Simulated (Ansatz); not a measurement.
**Be₂Se₃: density, localisation and related maps**

Input

```
crystal:
  lattice:
    - [2.767629839, -3.6449843642, 0.0]
    - [2.767629839, 3.6449843642, 0.0]
    - [-1.0123857064, 0.0, 5.5383187875]
  atoms:
    - { symbol: Be, position: [0.2037246611, 0.2037246611, 0.1973523842] }
    - { symbol: Be, position: [0.7962753389, 0.7962753389, 0.8026476158] }
    - { symbol: Se, position: [0.81658258, 0.81658258, 0.1846576989] }
    - { symbol: Se, position: [0.18341742, 0.18341742, 0.8153423011] }
    - { symbol: Se, position: [0.5, 0.5, 0.5] }
basis:
  ecutwfc: 420
kpoints:
  mp_grid: { grid: [10, 10, 8] }
hamiltonian:
  xc: pbe
scf:
  occupations: { method: gaussian, width: 0.1 }
output:
  forces: true
  stress: true
  eigenvalues: true
  write_density: true
  write_potential: true
  elf: true
  volumetric_format: npy
relax:
  adjacent_minimum: "off"
  f_tol: 0.01
  max_steps: 80
  cell: { stress_tol: 0.05 }
```

Run with:

```sh
ansatz run input.yaml --threads 1 --pin off --max-ram 2560MiB --backend cpu --events-out ev --progress --plain --runs-dir out
```

Below, planes, directions and counts refer to the conventional cell (a = 5.55 Å, b = 7.32 Å, c = 5.63 Å, α = 90.00°, β = 100.25°, γ = 90.00°).

The fields are those of the run's last geometry, not of the input's.

Space group C2/m; a structure generated by program, which may or may not match a known phase.

Theory: Ansatz, DFT PBE, scalar-relativistic, plane waves, PAW.

The density is the valence pseudo-density of a PAW calculation; it isn't the true density close to the nuclei.

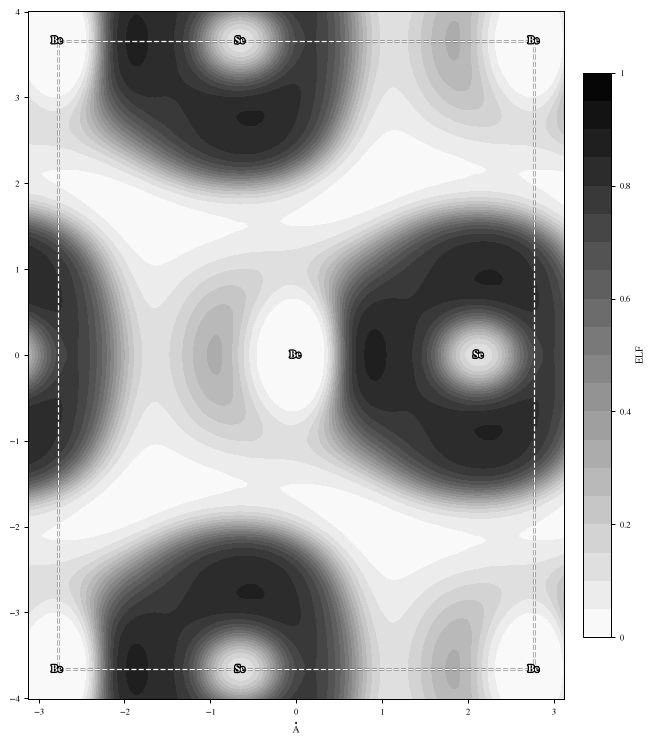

Figure 1. Electron localisation function on the (001) plane of the conventional cell.

Q: Describe what can be read from this map.

A: The plane passes through Be and Se nuclei. Be–Se (2.13 Å): the ELF peaks at about 0.85 between the atoms. The ELF also peaks beside Se, away from the bonds: lone-pair regions.

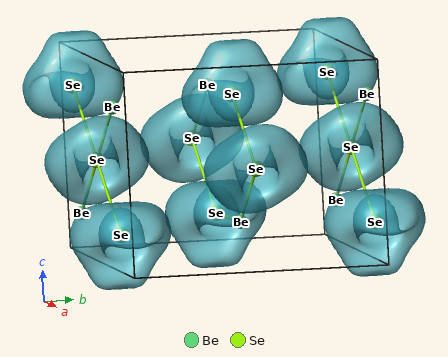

Figure 2. Isosurface of the ELF at 0.75 (cyan), seen slightly off an axis. Core shells and regions of very low density are left out. Sticks mark near contacts.

Q: Identify the bonds, lone pairs and shells in this picture.

A: The surface consists of six regions wrapped around Se (the valence shell of each), counted in one cell of 10 atoms. Regions shared between cells count once. Along the contacts the grid gives the following. Se–Se (2.72 Å): the ELF is about 0.45 at the midpoint.

Q: Metal or insulator at this level of theory?

A: It is metallic or semimetallic at this level of theory: no gap opens.
